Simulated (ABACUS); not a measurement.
## Band-structure run of As (part 3 of 3)

As (R-3m, 2 atoms in the cell); Kohn-Sham DFT of a periodic cell, PBE, spin-orbit coupling, PseudoDojo NC FR 0.4 PBE stringent, no spin polarisation (ABACUS 3.10.1); cutoff 1428.6 eV, 6×6×6 k-mesh, fermi-dirac of 0.05 eV. The structure derives from an entry of the Crystallography Open Database.

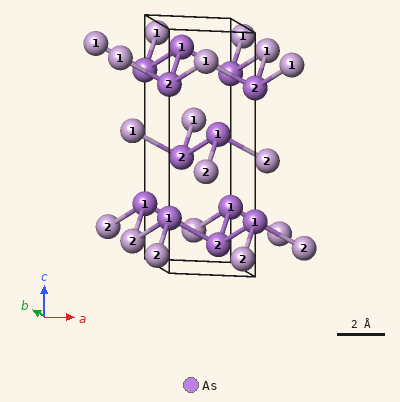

Figure 1. The structure (ball-and-stick view of the cell 3 times as large as that of the calculation, set on its symmetry axes, seen slightly off an axis; neighbours outside the cell are drawn fainter; atoms are numbered from 1 in the order of the input).

**The program's output, continued**
```
 6/216 kpoint (Cartesian) = 0.22154 0.12790 0.079047 (1318 pws)
       1       -173.770     0.00462963
       2       -173.770     0.00462963
       3       -173.770     0.00462963
       4       -173.770     0.00462963
       5       -120.551     0.00462963
       6       -120.551     0.00462963
       7       -120.547     0.00462963
       8       -120.547     0.00462963
       9       -115.552     0.00462963
      10       -115.552     0.00462963
      11       -115.548     0.00462963
      12       -115.548     0.00462963
      13       -115.523     0.00462963
      14       -115.523     0.00462963
      15       -115.520     0.00462963
      16       -115.520     0.00462963
      17       -24.6647     0.00462963
      18       -24.6647     0.00462963
      19       -24.6404     0.00462963
      20       -24.6404     0.00462963
      21       -24.6224     0.00462963
      22       -24.6224     0.00462963
      23       -24.6019     0.00462963
      24       -24.6019     0.00462963
      25       -23.9496     0.00462963
      26       -23.9496     0.00462963
      27       -23.9378     0.00462963
      28       -23.9378     0.00462963
      29       -23.9175     0.00462963
      30       -23.9175     0.00462963
      31       -23.8706     0.00462963
      32       -23.8706     0.00462963
      33       -23.8615     0.00462963
      34       -23.8615     0.00462963
      35       -23.8573     0.00462963
      36       -23.8573     0.00462963
      37       -2.62067     0.00462963
      38       -2.62067     0.00462963
      39        5.09496     0.00462963
      40        5.09496     0.00462963
      41        9.44674     0.00462963
      42        9.44674     0.00462963
      43        9.81151     0.00462963
      44        9.81151     0.00462963
      45        10.2574     0.00462963
      46        10.2574     0.00462963
      47        13.9047    1.22339e-18
      48        13.9047    1.22339e-18
      49        14.6371    5.31750e-25
      50        14.6371    5.31750e-25
      51        14.8389    9.38850e-27
      52        14.8389    9.38850e-27
      53        18.3895    1.35851e-57
      54        18.3895    1.35851e-57
      55        19.2256    7.41850e-65
      56        19.2256    7.41850e-65
      57        19.3394    7.61502e-66
      58        19.3394    7.61502e-66
      59        23.3066        0.00000
      60        23.3066        0.00000
      61        23.5500        0.00000
      62        23.5500        0.00000
      63        24.5640        0.00000
      64        24.5640        0.00000
      65        30.4575        0.00000
      66        30.4575        0.00000
      67        33.6795        0.00000
      68        33.6795        0.00000

[... levels at 210 further k points ...]

-------------------------------------------------------------------------------------------
       Total Magnetism (uB)                    x                    y                    z
-------------------------------------------------------------------------------------------
                        As1         0.0000000000         0.0000000000         0.0000000000
                        As2         0.0000000000         0.0000000000         0.0000000000
-------------------------------------------------------------------------------------------

-------------------------------------------------------------------------------------------
       Total Magnetism (uB)       Magnitude (uB)       Polar (degree)     Azimuth (degree)
-------------------------------------------------------------------------------------------
                        As1         0.0000000000                 -nan         0.0000000000
                        As2         0.0000000000                 -nan         0.0000000000
-------------------------------------------------------------------------------------------

 correction force for each atom along direction 1 is 1.08833e-13
 correction force for each atom along direction 2 is 2.03523e-13
 correction force for each atom along direction 3 is -2.78525e-13
------------------------------------------------------------------------------------------
 TOTAL-FORCE (eV/Angstrom)
------------------------------------------------------------------------------------------
                       As1         0.0000000000         0.0000000000         0.4936938009
                       As2         0.0000000000         0.0000000000        -0.4936938009
------------------------------------------------------------------------------------------

----------------------------------------------------------------
 TOTAL-STRESS (KBAR)
----------------------------------------------------------------
        53.4213132105        -0.0000000743         0.0000005480
        -0.0000000743        53.4213184930         0.0000004037
         0.0000005480         0.0000004037        38.0316575495
----------------------------------------------------------------
 TOTAL-PRESSURE: 48.291430 KBAR

 --------------------------------------------
 !FINAL_ETOT_IS -16610.3393965344330354 eV
 --------------------------------------------
```

**Standard output**
```
ABACUS v3.10.1

               Atomic-orbital Based Ab-initio Computation at UStc

%%%%%%%%%%%%%%%%%%%%%%%%%%%%%%%%%%%%%%%%%%%%%%%%%%%%%%%%%%%%%%%%%%%%%%%%%%%%%%%%%%%%%%%%%%%%%%%%%%%%%%%%%
 Warning: the number of valence electrons in pseudopotential > 5 for As: [Ar] 3d10 4s2 4p3
 Pseudopotentials with additional electrons can yield (more) accurate outcomes, but may be less efficient.
 If you're confident that your chosen pseudopotential is appropriate, you can safely ignore this warning.
%%%%%%%%%%%%%%%%%%%%%%%%%%%%%%%%%%%%%%%%%%%%%%%%%%%%%%%%%%%%%%%%%%%%%%%%%%%%%%%%%%%%%%%%%%%%%%%%%%%%%%%%%

 UNIFORM GRID DIM        : 54 * 54 * 54
 UNIFORM GRID DIM(BIG)   : 27 * 27 * 27
 ---------------------------------------------------------
 Self-consistent calculations for electrons
 ---------------------------------------------------------
 SPIN    KPOINTS         PROCESSORS  THREADS     NBASE
 4       216             4           4           88
 ---------------------------------------------------------
 Use Systematically Improvable Atomic bases
 ---------------------------------------------------------
 ELEMENT ORBITALS        NBASE       NATOM       XC
 As      3s3p2d-7au      22          2
 ---------------------------------------------------------
 Initial plane wave basis and FFT box
 ---------------------------------------------------------
 -------------------------------------------
 SELF-CONSISTENT :
 -------------------------------------------
 START CHARGE      : atomic
 ITER     TMAGX      TMAGY      TMAGZ       AMAG        ETOT/eV          EDIFF/eV         DRHO     TIME/s
 GV1     -1.35e-15   1.77e-16   5.44e-16   4.42e-15  -1.66103404e+04   0.00000000e+00   1.4321e-02   6.39
 GV2     -1.37e-16   1.66e-16  -8.11e-16   4.68e-15  -1.66103387e+04   1.75459511e-03   8.8316e-03   6.44
 GV3     -7.49e-16  -6.09e-16   8.74e-16   4.36e-15  -1.66103393e+04  -6.45771094e-04   6.3968e-04   6.22
 GV4      4.09e-16  -3.62e-16   1.52e-15   3.48e-15  -1.66103394e+04  -8.11539965e-05   1.1928e-04   6.07
 GV5     -1.78e-16  -1.27e-17  -7.20e-16   4.15e-15  -1.66103394e+04  -2.61312331e-06   4.7480e-05   6.98
 GV6      6.88e-16  -6.64e-16  -1.44e-15   4.08e-15  -1.66103394e+04  -1.69809566e-07   8.1715e-06   6.37
 GV7     -8.42e-16   6.80e-17   5.82e-16   3.66e-15  -1.66103394e+04  -5.40448000e-09   1.1081e-06   6.97
 GV8      4.02e-16  -3.88e-16  -9.26e-16   4.10e-15  -1.66103394e+04  -4.60943057e-10   9.4420e-08   6.52
----------------------------------------------------------------
 TOTAL-STRESS (KBAR)
----------------------------------------------------------------
        53.4213132105        -0.0000000743         0.0000005480
        -0.0000000743        53.4213184930         0.0000004037
         0.0000005480         0.0000004037        38.0316575495
----------------------------------------------------------------
 TOTAL-PRESSURE: 48.291430 KBAR
```

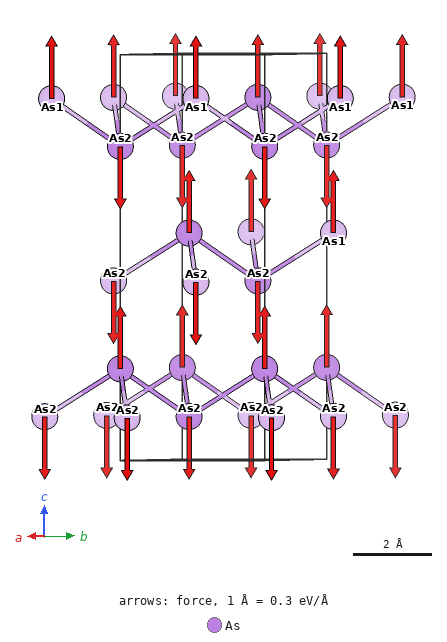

Figure 2. Forces on the atoms as red arrows (ball-and-stick view of the cell 3 times as large as that of the calculation, set on its symmetry axes, seen at an oblique angle; neighbours outside the cell are drawn fainter; atoms are numbered from 1 in the order of the input). The largest act on As1, As2 (0.49 eV/Å). The geometry is not a stationary point of this energy.

The run was set up as follows.

**The input**
```python
"""ABACUS run from a structure file: ASE reads it, the script writes STRU, KPT and INPUT."""
import re
import subprocess
import spglib
from ase import Atoms
from ase.io import read
from ase.units import Bohr

atoms = read("As.cif")
cell, frac, numbers = spglib.standardize_cell((atoms.cell[:], atoms.get_scaled_positions(), atoms.numbers), to_primitive=True, symprec=1e-4)
atoms = Atoms(numbers=numbers, cell=cell, scaled_positions=frac, pbc=True)  # the primitive cell
atoms = atoms[(-atoms.numbers).argsort(kind="stable")]  # ABACUS lists atoms element by element
pseudo = {'As': 'As.upf'}
orbital = {'As': 'As_confined-atom_7au_3s3p2d.orb'}
magmoms = None
kmesh = [6, 6, 6]
params = {
    'suffix': 'As',
    'calculation': 'scf',
    'basis_type': 'lcao',
    'pseudo_dir': './',
    'orbital_dir': './',
    'symmetry': 0,
    'dft_functional': 'pbe',
    'ecutwfc': 105,
    'pseudo_rcut': 10,
    'nspin': 4,
    'nbands': 68,
    'ks_solver': 'scalapack_gvx',
    'smearing_method': 'fd',
    'smearing_sigma': 0.00367493,
    'scf_thr': 1e-07,
    'scf_nmax': 100,
    'mixing_type': 'broyden',
    'mixing_beta': 0.4,
    'cal_force': 1,
    'cal_stress': 1,
    'noncolin': 0,
    'lspinorb': 1,
    'out_mul': 1,
    'out_chg': 1,
}

symbols = atoms.get_chemical_symbols()
elements = list(dict.fromkeys(symbols))
lines = ["ATOMIC_SPECIES"] + [f"{e} {atoms.get_masses()[symbols.index(e)]:.4f} {pseudo[e]}" for e in elements]
if orbital:
    lines += ["", "NUMERICAL_ORBITAL"] + [orbital[e] for e in elements]
lines += ["", "LATTICE_CONSTANT", f"{1 / Bohr:.10f}", "", "LATTICE_VECTORS"]
lines += [" ".join(f"{x:.10f}" for x in v) for v in atoms.cell]
lines += ["", "ATOMIC_POSITIONS", "Direct"]
for e in elements:
    lines += ["", e, "0.0", str(symbols.count(e))]
    for i, p in enumerate(atoms.get_scaled_positions(wrap=False)):
        if symbols[i] == e:
            mag = "" if magmoms is None else " mag " + " ".join(str(x) for x in (magmoms[i] if isinstance(magmoms[i], list) else [magmoms[i]]))
            lines.append(" ".join(f"{x:.10f}" for x in p) + " 1 1 1" + mag)
open("STRU", "w").write("\n".join(lines) + "\n")
open("KPT", "w").write("K_POINTS\n0\nGamma\n%d %d %d 0 0 0\n" % tuple(kmesh))
open("INPUT", "w").write("INPUT_PARAMETERS\n" + "".join(f"{k:<20s}{v}\n" for k, v in params.items()))

done = subprocess.run(['mpirun', '-np', '4', 'abacus'])
if done.returncode:
    raise SystemExit(done.returncode)
log = open("OUT.As/running_scf.log").read()
print("final energy (eV):", re.findall(r"FINAL_ETOT_IS (\S+)", log))
```

**File As.cif**
```
data_As
_cell_length_a 3.76159380
_cell_length_b 3.76159380
_cell_length_c 10.54218598
_cell_angle_alpha 90.00000000
_cell_angle_beta 90.00000000
_cell_angle_gamma 120.00000000
_space_group_name_H-M_alt 'R-3m'
_space_group_name_Hall '-R 3 2"'
_space_group_IT_number 166
loop_
_space_group_symop_operation_xyz
'x,y,z'
'-x,-y,-z'
'-y,x-y,z'
'y,-x+y,-z'
'-x+y,-x,z'
'x-y,x,-z'
'y,x,-z'
'-y,-x,z'
'x-y,-y,-z'
'-x+y,y,z'
'-x,-x+y,-z'
'x,x-y,z'
'x+2/3,y+1/3,z+1/3'
'-x+2/3,-y+1/3,-z+1/3'
'-y+2/3,x-y+1/3,z+1/3'
'y+2/3,-x+y+1/3,-z+1/3'
'-x+y+2/3,-x+1/3,z+1/3'
'x-y+2/3,x+1/3,-z+1/3'
'y+2/3,x+1/3,-z+1/3'
'-y+2/3,-x+1/3,z+1/3'
'x-y+2/3,-y+1/3,-z+1/3'
'-x+y+2/3,y+1/3,z+1/3'
'-x+2/3,-x+y+1/3,-z+1/3'
'x+2/3,x-y+1/3,z+1/3'
'x+1/3,y+2/3,z+2/3'
'-x+1/3,-y+2/3,-z+2/3'
'-y+1/3,x-y+2/3,z+2/3'
'y+1/3,-x+y+2/3,-z+2/3'
'-x+y+1/3,-x+2/3,z+2/3'
'x-y+1/3,x+2/3,-z+2/3'
'y+1/3,x+2/3,-z+2/3'
'-y+1/3,-x+2/3,z+2/3'
'x-y+1/3,-y+2/3,-z+2/3'
'-x+y+1/3,y+2/3,z+2/3'
'-x+1/3,-x+y+2/3,-z+2/3'
'x+1/3,x-y+2/3,z+2/3'
loop_
_atom_site_label
_atom_site_type_symbol
_atom_site_symmetry_multiplicity
_atom_site_Wyckoff_symbol
_atom_site_fract_x
_atom_site_fract_y
_atom_site_fract_z
_atom_site_occupancy
As1 As 6 c 0.0000000000 0.0000000000 0.2260000000 1
```

**File INPUT**
```
INPUT_PARAMETERS
suffix              As
calculation         scf
basis_type          lcao
pseudo_dir          ./
orbital_dir         ./
symmetry            0
dft_functional      pbe
ecutwfc             105
pseudo_rcut         10
nspin               4
nbands              68
ks_solver           scalapack_gvx
smearing_method     fd
smearing_sigma      0.00367493
scf_thr             1e-07
scf_nmax            100
mixing_type         broyden
mixing_beta         0.4
cal_force           1
cal_stress          1
noncolin            0
lspinorb            1
out_mul             1
out_chg             1
```

**File STRU**
```
ATOMIC_SPECIES
As 74.9216 As.upf

NUMERICAL_ORBITAL
As_confined-atom_7au_3s3p2d.orb

LATTICE_CONSTANT
1.8897261258

LATTICE_VECTORS
1.8807969000 1.0858785965 3.5140619933
-1.8807969000 1.0858785965 3.5140619933
0.0000000000 -2.1717571930 3.5140619933

ATOMIC_POSITIONS
Direct

As
0.0
2
0.2260000000 0.2260000000 0.2260000000 1 1 1
0.7740000000 0.7740000000 0.7740000000 1 1 1
```

**File KPT**
```
K_POINTS
0
Gamma
6 6 6 0 0 0
```

Run as:
```bash
OMP_NUM_THREADS=1 python run_abacus.py > log
```

**Key numbers**

- outcome: converged
- space group (tolerance 0.01 Å): R-3m (166)
- electrons treated: 46
- free energy: −16610.3394 eV
- Fermi energy of the self-consistent step: 12.111 eV
- gap on the k-point mesh: none (metallic)
- pressure: 4.83 GPa
- largest force (length of the vector): 0.494 eV/Å
- hardware: 4 threads of Intel Xeon @ 2.50GHz (Skylake/Cascade Lake), 16 GiB of memory available, shared host
- wall time: 59 s (CPU time 3.8 min)
- peak memory: 3.4 GiB

**Notes**

Points of doubt noted for this run: home made orbitals.
